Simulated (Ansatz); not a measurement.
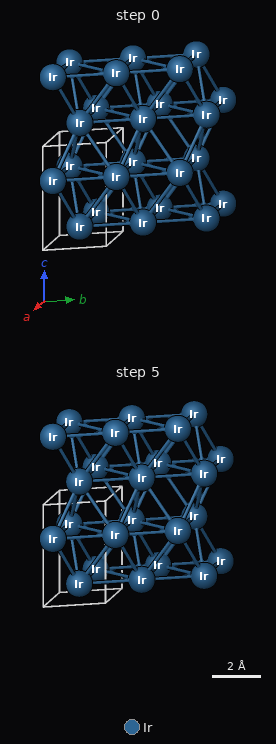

The structure of solid Ir (set up in P6_3/mmc) before (top) and after (bottom) a relaxation, at one scale.

The picture is a ball-and-stick view of the cell of the calculation, repeated 2 × 3 × 2 with one cell outlined, seen slightly off an axis.

The run lets cell and atoms move.

The calculation used Ansatz, Kohn-Sham DFT of a periodic cell, PBEsol, Ansatz PAW.

Input file:
```yaml
crystal:
  lattice:
    - [2.7513778946, 0.0, 0.0]
    - [-1.3756889473, 2.3827631521, 0.0]
    - [0.0, 0.0, 4.46229]
  atoms:
    - { symbol: Ir, position: [0.3333333333, 0.6666666667, 0.25] }
    - { symbol: Ir, position: [0.6666666667, 0.3333333333, 0.75] }
hamiltonian:
  xc: pbesol
  pseudopotentials: { kind: paw }
kpoints:
  mp_grid: { grid: [11, 11, 6] }
scf:
  occupations: { method: fermi_dirac, width: 0.05 }
output:
  forces: true
  stress: true
  eigenvalues: true
relax:
  f_tol: 0.01
  max_steps: 40
  cell: { stress_tol: 0.05, p_target: 5.0 }
```

Run as
```bash
ansatz run input.yaml --threads 2 --pin off --max-ram 5632MiB --backend cpu --events-out ev --progress --plain --runs-dir out
```

Q: Summarise the run.

A: No atom moves by more than 0.005 Å relative to the cell. The volume changes by −4.7 %, with a = b 2.751 → 2.708 Å (−1.6 %), c 4.462 → 4.391 Å (−1.6 %). Some distances before and after: Ir–Ir 2.739 → 2.695 Å, Ir–Ir 2.751 → 2.708 Å. The space group stays P6_3/mmc (No. 194). The energy falls by 17.5 meV per atom in 3 accepted moves (5 points after the start). With the target pressure of 5 GPa, the enthalpy E + pV changes by −38.9 meV per atom. All forces vanish by symmetry, so only the cell relaxes. Pressure: −12.35 GPa at the start and 5.04 GPa at the end. The line search rejected the trial step at point 1 of the run. At 1 point the geometry stayed and the basis and grid were re-selected for the new cell (energy shift of 0.4 meV per atom at most each time). Cost: 8.1 s on 2 threads of AMD EPYC 7R43 64-Core Processor (Zen 3) (shared host), peak memory 0.37 GiB.
